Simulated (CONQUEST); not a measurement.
## A series of single points on P

System: P (Cmce, 8 atoms in the cell).
Method: Kohn-Sham DFT of a periodic cell, PBEsol, PseudoDojo NC PBEsol, no spin polarisation (CONQUEST 1.3).

The 7 runs differ only in the geometry, by an even scaling of the cell at fixed fractional positions. The structure derives from a Materials Project entry.

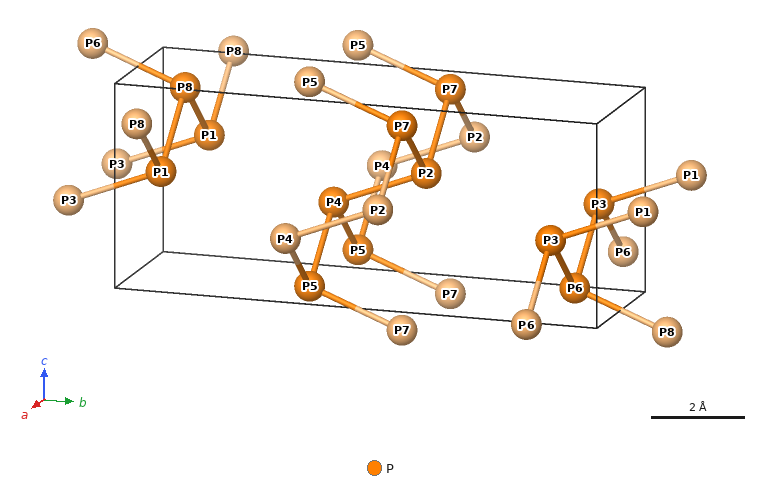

Figure 1. The structure of run 4 (ball-and-stick view of the cell of the calculation, set on other vectors, seen slightly off an axis; neighbours outside the cell are drawn fainter; atoms are numbered from 1 in the order of the input).

### Input of run 4
```
IO.Title P
IO.Coordinates coords.dat
IO.FractionalAtomicCoords T
IO.Iprint 2
IO.Iprint_init 1
General.NumberOfSpecies 1
General.PseudopotentialType hamann
AtomMove.TypeOfRun static
AtomMove.FullStress T
Grid.PointsAlongX 32
Grid.PointsAlongY 48
Grid.PointsAlongZ 108
DM.SolutionMethod diagon
Diag.MPMesh T
Diag.GammaCentred T
Diag.MPMeshX 8
Diag.MPMeshY 6
Diag.MPMeshZ 3
Diag.kT 0.00183747
minE.SCTolerance 1e-6
SC.MaxIters 100
IO.AtomChargeOutput T
%block ChemicalSpeciesLabel
1 30.970 P
%endblock
```

Command:
```bash
Conquest
```

Lattice vectors (Å) and fractional positions of run 4:
```
   3.295486    0.000000    0.000000
   0.000000    4.543636    0.000000
   0.000000    0.000000   10.930075
P   0.000000  0.588815  0.904143
P   0.500000  0.588815  0.404143
P   0.000000  0.411185  0.095857
P   0.500000  0.411185  0.595857
P   0.000000  0.088815  0.595857
P   0.500000  0.088815  0.095857
P   0.000000  0.911185  0.404143
P   0.500000  0.911185  0.904143
```

Run 2 has the same physical settings and fractional positions; its lattice vectors (Å) are:
```
   3.250947    0.000000    0.000000
   0.000000    4.482228    0.000000
   0.000000    0.000000   10.782354
```

### Results, with one run withheld

| run | volume per atom (Å³) | free energy per atom, from the lowest run given (meV) | pressure (GPa) | gap on the mesh (eV) |
| --- | --- | --- | --- | --- |
| 1 | 19.230 | 26.79 | 6.35 | 0.00 |
| 2 | 19.639 | ? | ? | ? |
| 3 | 20.049 | 4.62 | 2.52 | 0.01 |
| 4 | 20.458 | 0.32 | 0.87 | 0.04 |
| 5 | 20.867 | 0.00 | −0.62 | 0.07 |
| 6 | 21.276 | 3.36 | −2.00 | 0.10 |
| 7 | 21.685 | 10.01 | −3.15 | 0.14 |

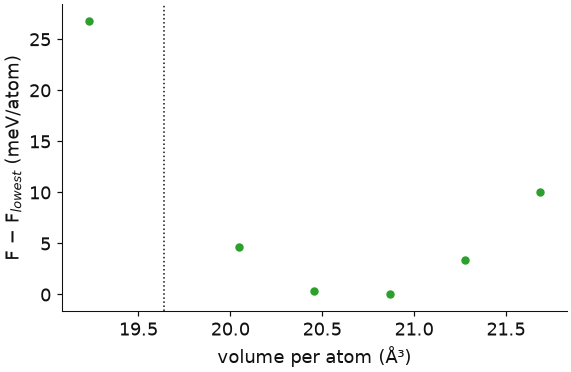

Figure 2. Free energy per atom of the runs given; the dotted line marks run 2.

Estimate the energy of run 2 from the others.

A cubic polynomial in V^(−2/3) (the Birch–Murnaghan form), fitted to the 6 runs given, misses them by at most 0.01 meV per atom. With x = V^(−2/3) − 0.13321 Å⁻², it reads F = −0.14154 + 669.18 x + 6.1766e+05 x² − 9.4716e+05 x³ (meV per atom). At run 2 it gives 13.32 meV per atom, and the run itself gives 13.26. The slope of the fit gives a pressure −dF/dV of 4.31 GPa there, and the run prints 4.29 GPa. The fit has its minimum at 20.694 Å³ per atom, where V d²F/dV² gives 75 GPa. Cell shape and fractional positions are held, so this is the stiffness under even scaling; the relaxed bulk modulus wasn't computed. The gap on the mesh goes, without turning, from 0.00 eV in run 1 to 0.14 eV in run 7; run 2 has 0.00 eV. These are gaps of this functional on this mesh, which can miss the band edges; they aren't the measured gap.

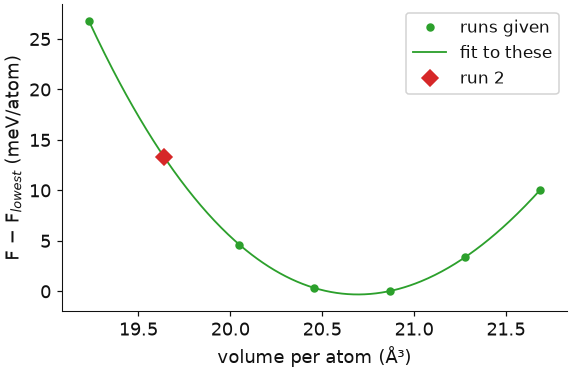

Figure 3. The fit and the withheld run.

### Some lines of the output (run 2)
```
[...]
          DFT Total Energy                 :       -55.309772761682389 Ha
          Free Energy (E-TS)               :       -55.311174158087539 Ha
          DFT Total Energy                 :       -55.309373785922318 Ha
          Free Energy (E-TS)               :       -55.310584987869653 Ha
          DFT Total Energy                 :       -55.310492215986358 Ha
          Free Energy (E-TS)               :       -55.310577673327124 Ha
          DFT Total Energy                 :       -55.310497279236358 Ha
          Free Energy (E-TS)               :       -55.310577324856411 Ha
          DFT Total Energy                 :       -55.310497079016741 Ha
          Free Energy (E-TS)               :       -55.310577466871635 Ha
          DFT Total Energy                 :       -55.310497201279638 Ha
      | Free Energy as E-TS      =       -55.310577466871635 Ha
      |* DFT total energy        =       -55.310497201279638 Ha
    force: Average pressure:      4.29044280 GPa
```

Notes: With a small basis of atomic orbitals these values can differ much from converged plane-wave results.
